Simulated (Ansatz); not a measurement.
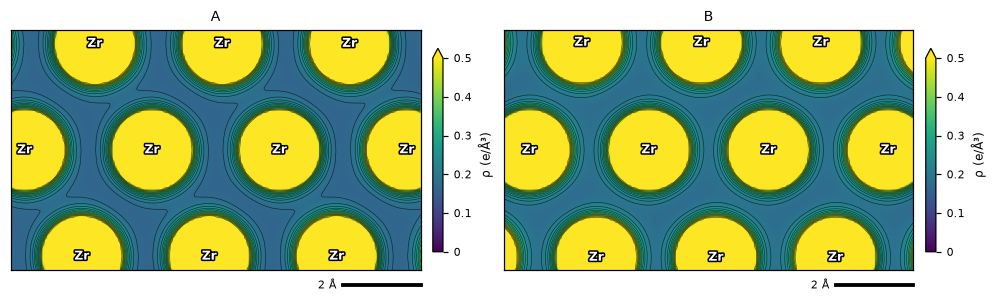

Zr. The valence electron density of two cells that differ in size and shape, on the (101̄) plane of each (indices in the axes of the calculation cell), at one length scale and on one colour scale: A has 23.4 Å³ an atom and B 21.6.

Computed with Ansatz, DFT PBE, scalar-relativistic, plane waves, PAW.

The density is the valence pseudo-density of a PAW calculation; it isn't the true density close to the nuclei.

The larger cell:

```xyz
1
Lattice="-1.5527 1.5527 2.4312 1.5527 -1.5527 2.4312 1.5527 1.5527 -2.4312" Properties=species:S:1:pos:R:3 pbc="T T T"
Zr    0.0000    0.0000    0.0000
```

The smaller cell: a = 3.075 Å, b = 3.075 Å, c = 3.075 Å, α = 116.05°, β = 116.05°, γ = 97.00°.

What does the compression do to the bonding and the properties?

Answer. From the larger cell to the smaller, Zr–Zr goes from 3.11 to 3.08 Å, and the density at its midpoint from 0.18 to 0.19 e/Å³; the pressure goes from −1.1 to 7 GPa.
